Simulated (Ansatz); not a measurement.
# Rh: geometry relaxation (part 2 of 2)

Rh (Immm, 2 atoms in the cell); DFT PBE, scalar-relativistic, plane waves, PAW, no spin polarisation (Ansatz 0.2.0); cutoff 420 eV, 9×6×26 k-mesh, Gaussian smearing of 0.1 eV. The structure derives from a Materials Project entry. It belongs to a series of runs on one base structure; here: film's bulk on the substrate's plane, third vector and atoms relaxed.

Geometry of the input (Å; fractional positions):
```
3.9364  0.0000  0.0000
0.0000  5.5669  0.0000
-1.9682  1.3917  1.3103
Rh 0.0000  0.5000  0.0000
Rh 0.0000  0.0000  0.0000
```

### Log, continued
```
SCF iter   1: F=—  HF=-12805.717830 eV  |F-HF|=—  |Δ(HF+E_count)|=         —  Δρ=3.05e-4  dr2=7.09e-7  ethr=2.27e-8  ⟨swp⟩=3.3  Hψ=100745  notcnv=0
SCF iter   2: F=—  HF=-12805.717896 eV  |F-HF|=—  |Δ(HF+E_count)|=   6.58e-5  Δρ=1.55e-4  dr2=1.73e-7  ethr=2.08e-9  ⟨swp⟩=1.0  Hψ=14784  notcnv=0
SCF iter   3: F=—  HF=-12805.717913 eV  |F-HF|=—  |Δ(HF+E_count)|=   1.64e-5  Δρ=5.60e-6  dr2=6.63e-10  ethr=5.08e-10  ⟨swp⟩=1.2  Hψ=17580  notcnv=0
iter 4 did not close the SCF: its close was put off for the readings that it lacked (scf_convergence_deferred on its scf_iter line)
SCF iter   4: F=-12805.717913 eV  HF=-12805.717913 eV  |F-HF|=7.28e-12  |Δ(HF+E_count)|=   1.79e-8  Δρ=5.45e-7  dr2=1.96e-11  ethr=1.95e-12  ⟨swp⟩=2.3  Hψ=25302  notcnv=0
iter 5 did not close the SCF: its close was put off for the readings that it lacked (scf_convergence_deferred on its scf_iter line)
SCF iter   5: F=-12805.717913 eV  HF=-12805.717913 eV  |F-HF|=5.46e-12  |Δ(HF+E_count)|=  5.46e-12  Δρ=1.56e-7  dr2=2.57e-12  ethr=1.00e-12  ⟨swp⟩=1.0  Hψ=14784  notcnv=0
iter 6 did not close the SCF: its close was put off for the readings that it lacked (scf_convergence_deferred on its scf_iter line)
SCF iter   6: F=-12805.717913 eV  HF=-12805.717913 eV  |F-HF|=3.64e-12  |Δ(HF+E_count)|=  1.82e-12  Δρ=4.08e-8  dr2=1.41e-13  ethr=1.00e-12  ⟨swp⟩=1.0  Hψ=14784  notcnv=0
iter 7 did not close the SCF: its close was put off for the readings that it lacked (scf_convergence_deferred on its scf_iter line)
SCF iter   7: F=-12805.717913 eV  HF=-12805.717913 eV  |F-HF|=3.64e-12  |Δ(HF+E_count)|=  3.64e-12  Δρ=7.63e-9  dr2=5.27e-15  ethr=1.00e-12  ⟨swp⟩=1.0  Hψ=14784  notcnv=0
SCF iter   8: F=-12805.717913 eV  HF=-12805.717913 eV  |F-HF|=3.64e-12  |Δ(HF+E_count)|=  3.64e-12  Δρ=1.25e-9  dr2=2.67e-16  ethr=1.00e-12  ⟨swp⟩=1.0  Hψ=32384  notcnv=0
SCF 5 converged in 8 iterations: F = -12805.717913 eV  dr2 = 2.67e-16
relax step   5: F+E_penalty+E_count = -12805.71791269 eV  Δ(F+E_penalty+E_count) = -3.478e-4 eV  max|allowed force component| = 1.578e-30 eV/Å  Δτ_max = 0.0000 Å  P = -8.913 GPa  Ω = 29.252 Å³  fix = [a, b, gamma]  reactions: a -12.419, b -14.312 GPa; gamma -0.044 GPa/rad  stress off target by 9.21e-3 GPa on what of the cell is left free  SCF on the basis re-selected at this cell (its energy is not comparable with the rows above)  (8 SCF iters)
```

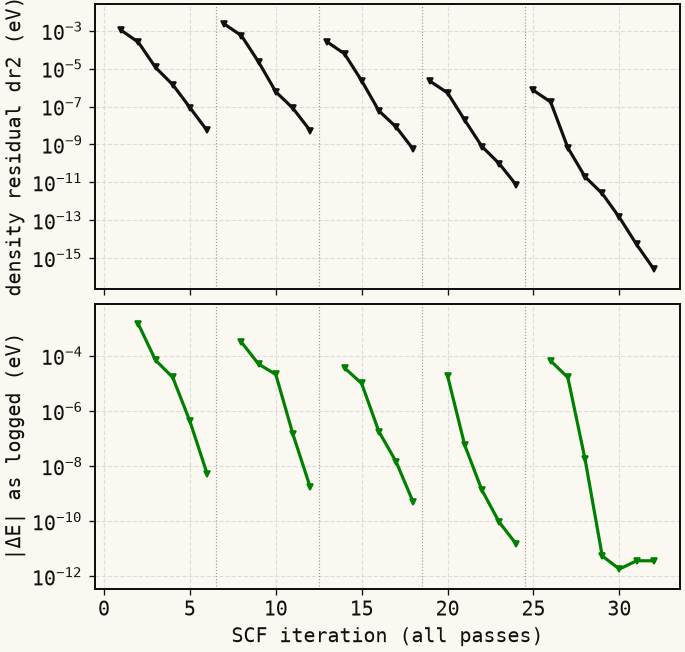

Figure 1. Convergence of the self-consistent field: density residual dr2 and size of the energy change against the SCF iteration. The dotted lines part the SCF passes of the relaxation: geometry steps, rejected trials and re-solves on a re-selected basis. The 5 passes take 6 to 8 iterations each, 32 in all.

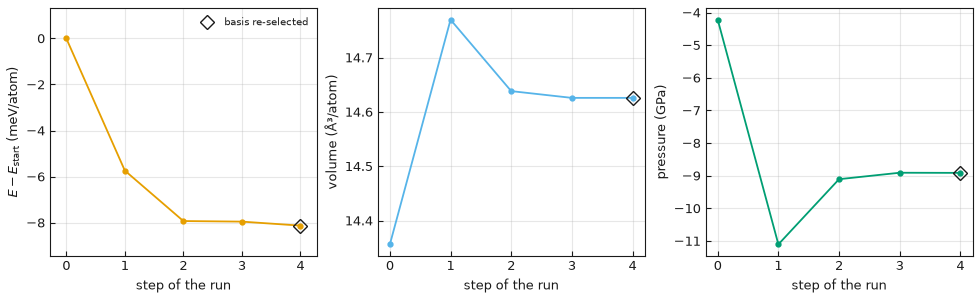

Figure 2. Progress of the relaxation, step by step (the first geometry is step 0 here and step 1 in the log).

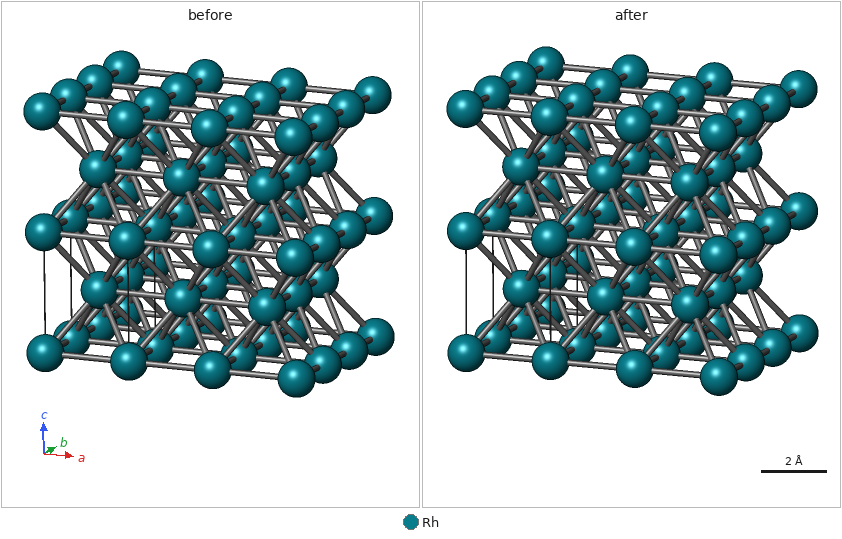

Figure 3. Before (left) and after (right) the relaxation, at one scale (ball-and-stick view of the reduced cell, repeated 3 × 3 × 2, seen slightly off an axis). Over 3 geometry steps the energy falls by 8.0 meV per atom. All forces vanish by symmetry, so only the cell relaxes. Pressure: −4.22 GPa at the start and −8.91 GPa at the end. No atom moves by more than 0.005 Å relative to the cell. The volume changes by +1.9 %, with a 2.744 → 2.755 Å (+0.4 %), b 2.744 → 2.754 Å (+0.4 %), c 3.823 → 3.858 Å (+0.9 %), α 92.4° → 91.7°, β 92.4° → 91.7°, γ 91.7° → 91.2°. Among the contacts that change: Rh1–Rh2 2.621 → 2.670 Å, Rh1–Rh1 2.744 → 2.755 Å. The space group stays Immm (No. 71). A last SCF at the same geometry on a re-selected plane-wave basis shifts the energy by −0.2 meV per atom. (Atoms are counted from 1 in the order of the input.)

```
basis re-selected at this cell: Δ(F+E_penalty+E_count) = -3.478e-4 eV, ΔP = -0.004 GPa vs the last step (what re-selecting the basis moved, of the pressure what is left beyond the Pulay correction that the steps carried, after the strain that the cell walked since its last selection, with what the two solves' SCF thresholds leave and, on support functions, any second-order correction that the steps lacked; it is no measure of the basis error at this ecutwfc). This SCF's stress stands 9.21e-3 GPa from its target on what of the cell is left free (relax.cell.stress_tol is 1.00e-1 GPa) and its largest allowed force component is 1.58e-30 eV/Å (relax.f_tol is 1.00e-2 eV/Å): within both
SCF converged after 8 iterations
Free energy (F): -12805.717913 eV
Harris-Foulkes:  -12805.717913 eV  (|F-HF|=3.64e-12)
Internal energy: -12805.704597 eV  (E = F + TS)
E sigma→0 (E₀):  -12805.711255 eV
Entropy (-TS):   -0.013316 eV (-6.658 meV/atom)
Fermi energy:    20.662855 eV
--- Per-component energies (eV) ---
  E_band       = -221.436290
  E_kinetic    = 1143.124528
  E_local      = -3279.500598  (includes V_loc(G=0)·N_el)
  E_nonlocal   = 709.256259
  E_hartree    = 1151.513890
  E_xc         = -442.473732
  E_vxc        = -555.323589  (∫ρ·V_xc dr)
  E_paw        = -7173.687116  (= ΣΔE_a)
  E_vpaw       = -542.022425  (= ΣTr[D̂ρ^β])
  E_aug_tail   = 0.001755  (compensation charges beyond the density's cutoff)
  E_ewald      = -4913.939582
  E_smearing   = -0.013316  (= −TS)
  E_closure    = 0.000000  (closes the sum)
  Σ components = -12805.717913   (vs F -12805.717913, Δ=0.00e0)
--- Forces (eV/Å), atoms counted from 1 ---
  atom   1  Rh     0.00000000     0.00000000     0.00000000
  atom   2  Rh     0.00000000     0.00000000     0.00000000
  max |Σ_I F_I| component: 3.16e-30 eV/Å
--- Stress (GPa, compression-positive) ---
      -12.418961       0.043816       0.006176
        0.043816     -14.312395       0.005930
        0.006176       0.005930      -0.008162
  P = ⅓ Tr σ = -8.9132 GPa (-89.132 kbar)
--- Band table (eV; the first three rows and the last of 704) ---
  k-point 0: bands = ["-58.0325", "-57.9135", "-26.1445", "-25.8015", "-25.7871", "-25.5799", "-25.5741", "-25.5585", "13.1564", "14.9088", "15.2490", "17.6862", "17.7114", "18.1826", "19.6587", "19.8978", "21.0984", "21.4529", "21.6865", "24.0096", "32.3536"]
  k-point 1: bands = ["-58.0285", "-57.9159", "-26.1259", "-25.8001", "-25.7897", "-25.5858", "-25.5855", "-25.5751", "13.3164", "15.0041", "15.3311", "17.7664", "17.7932", "18.0857", "19.6556", "19.8100", "21.0330", "21.1888", "21.3765", "24.0476", "32.6862"]
  k-point 2: bands = ["-58.0174", "-57.9223", "-26.0773", "-25.7967", "-25.7932", "-25.6613", "-25.6027", "-25.5786", "13.7736", "15.2816", "15.5681", "17.8291", "17.9289", "18.0787", "19.5762", "19.6813", "20.0738", "20.8430", "21.1614", "24.0027", "33.2251"]
  k-point 703: bands = ["-57.9570", "-57.9375", "-26.1763", "-26.1047", "-25.6869", "-25.6615", "-25.6489", "-25.6373", "15.1277", "15.2056", "17.5862", "17.6039", "18.0308", "18.1575", "19.9350", "20.0319", "20.8487", "21.2610", "21.6569", "22.4283", "29.3857"]
--- Relaxed structure (4 steps of the walk, 4 accepted, 1 SCFs on fresh bases) ---
  F+E_penalty+E_count = -12805.71791269 eV   max|allowed force component| = 1.578e-30 eV/Å   (the final SCF, on the basis selected at the relaxed cell)
  cell:  # Å, volume = 29.2517 Å³
    - [3.936422486418193, -2.1302645801590247e-7, -0.0009819777375036738]
    - [-3.0126495215378455e-7, 5.566941716725058, -0.002415341783833743]
    - [-1.9685381731343736, 1.391167053828072, 1.3347363132246666]
  atoms:
    - { symbol: Rh, position: [0.0, 0.5, -1.0842021724855044e-19] }
    - { symbol: Rh, position: [0.0, 0.0, 0.0] }
```

### Trajectory as extended XYZ (Å, eV, eV/Å), 5 frames, from step=1 to step=5
```
2
Lattice="3.9364 0.0000 0.0000 0.0000 5.5669 0.0000 -1.9682 1.3917 1.3103" Properties=species:S:1:pos:R:3:forces:R:3 step=1 energy=-12805.70166 pressure_GPa=-4.22
Rh    0.0000    2.7835    0.0000    0.0000   0.0000   0.0000
Rh    0.0000    0.0000    0.0000    0.0000   0.0000   0.0000
2
Lattice="3.9364 0.0000 -0.0010 0.0000 5.5669 -0.0032 -1.9685 1.3910 1.3477" Properties=species:S:1:pos:R:3:forces:R:3 step=2 energy=-12805.71313 pressure_GPa=-11.10
Rh    0.0000    2.7835   -0.0016    0.0000   0.0000   0.0000
Rh    0.0000    0.0000    0.0000    0.0000   0.0000   0.0000
2
Lattice="3.9364 0.0000 -0.0008 0.0000 5.5669 -0.0024 -1.9685 1.3912 1.3358" Properties=species:S:1:pos:R:3:forces:R:3 step=3 energy=-12805.71752 pressure_GPa=-9.11
Rh    0.0000    2.7835   -0.0012    0.0000   0.0000   0.0000
Rh    0.0000    0.0000    0.0000    0.0000   0.0000   0.0000
2
Lattice="3.9364 0.0000 -0.0010 0.0000 5.5669 -0.0024 -1.9685 1.3912 1.3347" Properties=species:S:1:pos:R:3:forces:R:3 step=4 energy=-12805.71757 pressure_GPa=-8.91
Rh    0.0000    2.7835   -0.0012    0.0000   0.0000   0.0000
Rh    0.0000    0.0000    0.0000    0.0000   0.0000   0.0000
2
Lattice="3.9364 0.0000 -0.0010 0.0000 5.5669 -0.0024 -1.9685 1.3912 1.3347" Properties=species:S:1:pos:R:3:forces:R:3 step=5 energy=-12805.71791 pressure_GPa=-8.91
Rh    0.0000    2.7835   -0.0012    0.0000   0.0000   0.0000
Rh    0.0000    0.0000    0.0000    0.0000   0.0000   0.0000
```

### Results in brief

```tsv
quantity	value
outcome	converged
space group (tolerance 0.01 Å)	Immm (71)
electrons treated	34
free energy	−12805.7179 eV
Fermi energy	20.663 eV
gap on the k-point mesh	none (metallic)
pressure	−8.91 GPa
final volume	29.25 Å³
largest force (length of the vector) at the end	under 0.001 eV/Å
final cell	a = 3.936 Å, b = 5.567 Å, c = 2.755 Å, α = 59.69°, β = 135.61°, γ = 90.00°
hardware	8 threads of Arm Neoverse V2, 24 GiB of memory available, shared host
wall time	12 s (CPU time 88 s)
peak memory	0.67 GiB
```

### Remarks

Warnings of the run: the k-point mesh lowers the symmetry that the run can use.
